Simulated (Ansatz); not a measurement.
# A series of single points on AlFe

System: AlFe (Pm-3m, 2 atoms in the cell).
Method: Kohn-Sham DFT of a periodic cell, PBE, Ansatz PAW, spin-polarised (Ansatz 0.2.0).

The 6 runs differ only in the geometry, by an even scaling of the cell at fixed fractional positions. The structure derives from an entry of the Crystallography Open Database.

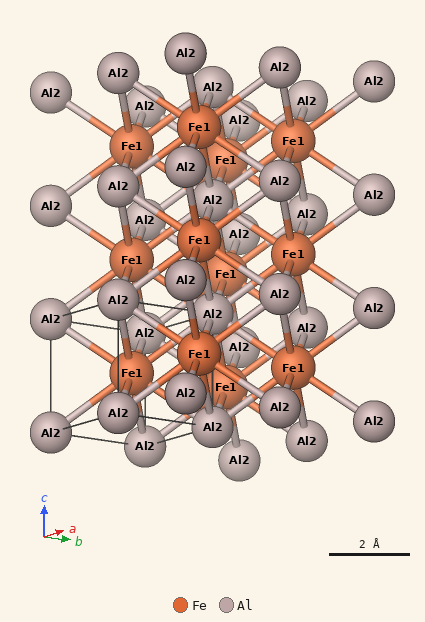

Figure 1. The structure of run 4 (ball-and-stick view of the cell of the calculation, repeated 2 × 2 × 3, seen at an oblique angle; atoms are numbered from 1 in the order of the input).

### Input of run 4
```yaml
crystal:
  lattice:
    - [2.9292720848, 0.0, 0.0]
    - [0.0, 2.9292720848, 0.0]
    - [0.0, 0.0, 2.9292720848]
  atoms:
    - { symbol: Fe, position: [0.5, 0.5, 0.5], spin: 3.0 }
    - { symbol: Al, position: [0.0, 0.0, 0.0] }
hamiltonian:
  xc: pbe
  pseudopotentials: { kind: paw }
magnetization:
  spin_polarized: true
kpoints:
  mp_grid: { grid: [9, 9, 9] }
scf:
  occupations: { method: fermi_dirac, width: 0.05 }
output:
  forces: true
  stress: true
  eigenvalues: true
```

Command:
```bash
ansatz run input.yaml --threads 2 --pin off --max-ram 5120MiB --backend cpu --events-out ev --progress --plain --runs-dir out
```

Run 2 differs from it as follows:
```diff
-    - [2.9292720848, 0.0, 0.0]
-    - [0.0, 2.9292720848, 0.0]
-    - [0.0, 0.0, 2.9292720848]
+    - [2.8904692102, 0.0, 0.0]
+    - [0.0, 2.8904692102, 0.0]
+    - [0.0, 0.0, 2.8904692102]
```

### Results, with one run withheld

```tsv
run	volume per atom (Å³)	free energy per atom, from the lowest run given (meV)	pressure (GPa)
1	11.582	0.00	4.48
2	12.075	?	?
3	12.321	5.09	−6.11
4	12.568	16.70	−8.93
5	12.814	32.42	−11.46
6	13.060	51.81	−13.71
```

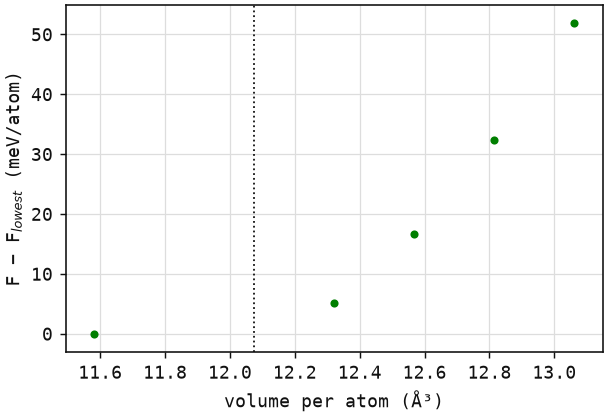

Figure 2. Free energy per atom of the runs given; the dotted line marks run 2.

Fit the runs given and predict run 2.

A cubic polynomial in V^(−2/3) (the Birch–Murnaghan form), fitted to the 5 runs given, misses them by at most 0.01 meV per atom. With x = V^(−2/3) − 0.18615 Å⁻², it reads F = 10.661 − 4776.6 x + 3.9172e+05 x² + 1.6962e+05 x³ (meV per atom). At run 2 it gives −1.90 meV per atom, and the run itself gives −1.93. The slope of the fit gives a pressure −dF/dV of −2.95 GPa there, and the run prints −2.96 GPa. The fit has its minimum at 11.866 Å³ per atom, where V d²F/dV² gives 175 GPa: the bulk modulus at this level, since symmetry fixes the shape and the positions.

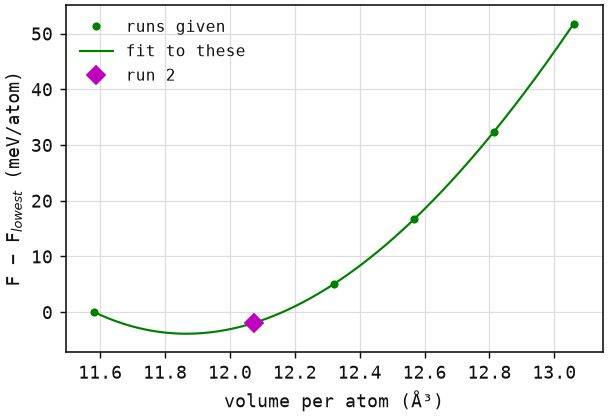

Figure 3. The fit and the withheld run.

### Output, shortened to warnings, some set-up lines, iterations and results (run 2)
```
Basis set: ecut = 420 eV, 461 PW (Γ), exchange–correlation on 40×40×40 points (8 copies of the dense FFT grid, shifted against one another)
Symmetry: 48 space group operations
k-points: 35 of 729
Initial density: superposition of atomic densities (chi_scale 0.1, normalization cell)
[...]
SCF iter   1: F=—  HF=-5018.882389 eV  |F-HF|=—  |Δ(HF+E_count)|=         —  Δρ=1.91e-1 (↑1.91e-1 ↓1.00e-1)  dr2=1.68e0  dr2_m=4.55e0  M=0.972 μB ∫|m|=1.125 μB  β_m=0.30  …
SCF iter   2: F=—  HF=-5017.887613 eV  |F-HF|=—  |Δ(HF+E_count)|=   9.95e-1  Δρ=1.03e-1 (↑1.03e-1 ↓9.75e-2)  dr2=1.65e-1  dr2_m=2.18e0  M=0.943 μB ∫|m|=1.130 μB  β_m=0.53  …
SCF iter   3: F=—  HF=-5019.391520 eV  |F-HF|=—  |Δ(HF+E_count)|=    1.50e0  Δρ=1.10e-1 (↑1.10e-1 ↓2.49e-2)  dr2=3.04e0  dr2_m=4.60e-1  M=0.765 μB ∫|m|=0.908 μB  β_m=0.43  …
SCF iter   4: F=—  HF=-5018.590398 eV  |F-HF|=—  |Δ(HF+E_count)|=   8.01e-1  Δρ=1.46e-2 (↑3.59e-3 ↓1.46e-2)  dr2=2.43e-2  dr2_m=1.79e-2  M=0.694 μB ∫|m|=0.839 μB  β_m=0.72  …
SCF iter   5: F=—  HF=-5018.629904 eV  |F-HF|=—  |Δ(HF+E_count)|=   3.95e-2  Δρ=8.20e-3 (↑4.30e-3 ↓8.20e-3)  dr2=2.89e-2  dr2_m=9.76e-4  M=0.653 μB ∫|m|=0.780 μB  β_m=0.86  …
SCF iter   6: F=—  HF=-5018.629018 eV  |F-HF|=—  |Δ(HF+E_count)|=   8.86e-4  Δρ=2.26e-3 (↑1.32e-3 ↓2.26e-3)  dr2=2.78e-3  dr2_m=5.59e-5  M=0.638 μB ∫|m|=0.747 μB  β_m=0.76  …
SCF iter   7: F=—  HF=-5018.629383 eV  |F-HF|=—  |Δ(HF+E_count)|=   3.65e-4  Δρ=8.12e-4 (↑6.02e-4 ↓8.12e-4)  dr2=3.97e-4  dr2_m=3.76e-6  M=0.641 μB ∫|m|=0.751 μB  β_m=0.88  …
SCF iter   8: F=—  HF=-5018.629395 eV  |F-HF|=—  |Δ(HF+E_count)|=   1.19e-5  Δρ=6.06e-5 (↑5.83e-5 ↓6.06e-5)  dr2=3.10e-6  dr2_m=4.88e-8  M=0.642 μB ∫|m|=0.753 μB  β_m=0.94  …
SCF iter   9: F=—  HF=-5018.629416 eV  |F-HF|=—  |Δ(HF+E_count)|=   2.09e-5  Δρ=6.55e-6 (↑6.55e-6 ↓4.63e-6)  dr2=7.00e-9  dr2_m=4.63e-9  M=0.642 μB ∫|m|=0.753 μB  β_m=0.97  …
SCF iter  10: F=-5018.629415 eV  HF=-5018.629416 eV  |F-HF|=3.34e-8  |Δ(HF+E_count)|=   9.48e-9  Δρ=7.24e-6 (↑5.94e-6 ↓7.24e-6)  dr2=3.69e-8  dr2_m=1.29e-10  M=0.642 μB …
SCF 1 converged in 10 iterations: F = -5018.629415 eV  dr2 = 3.69e-8
the search or the solves at the SCF's close seem to have found levels that the self-consistency loop had missed (the run counts 1). By its estimate they hold under 1e-12 electrons; where the run keeps them, the occupations were computed again with them
SCF converged after 10 iterations
Magnetization: 0.6423 μB (9.8211 up, 9.1789 down)
Absolute magnetization: 0.7525 μB (∫|ρ↑−ρ↓|, with the PAW one-centre terms)
Spin contamination: 0.0075 ħ² per cell (⟨S²⟩ above its minimum at these occupations)
Per-site moments (μB) at R_I (Å): [(0.6832891053197737, 1.0325781530171014), (-0.027793889757250924, 1.0325781530171014)]
Free energy (F): -5018.629415 eV
Harris-Foulkes:  -5018.629416 eV  (|F-HF|=3.34e-8)
Internal energy: -5018.611159 eV  (E = F + TS)
E sigma→0 (E₀):  -5018.620287 eV
Entropy (-TS):   -0.018257 eV (-9.128 meV/atom)
Fermi energy:    13.787543 eV
--- Per-component energies (eV) ---
  E_band       = -252.393133
  E_kinetic    = 381.005764
  E_local      = -2762.795309  (includes V_loc(G=0)·N_el)
  E_nonlocal   = 226.519660
  E_hartree    = 1194.467874
  E_xc         = -159.665164
  E_vxc        = -183.463408  (∫ρ·V_xc dr)
  E_paw        = -1833.526776  (= ΣΔE_a)
  E_vpaw       = -302.609718  (= ΣTr[D̂ρ^β])
  E_aug_tail   = 0.000808  (compensation charges beyond the density's cutoff)
  E_ewald      = -2064.618016
  E_smearing   = -0.018257  (= −TS)
  E_closure    = -0.000000  (closes the sum)
  Σ components = -5018.629415   (vs F -5018.629415, Δ=0.00e0)
--- Forces (eV/Å), atoms counted from 1 ---
  atom   1  Fe     0.00000000    -0.00000000    -0.00000000
  atom   2  Al    -0.00000000     0.00000000     0.00000000
  max |Σ_I F_I| component: 3.92e-29 eV/Å
--- Stress (GPa, compression-positive) ---
       -2.958861       0.000000       0.000000
       -0.000000      -2.958861       0.000000
       -0.000000       0.000000      -2.958861
  P = ⅓ Tr σ = -2.9589 GPa (-29.589 kbar)
```
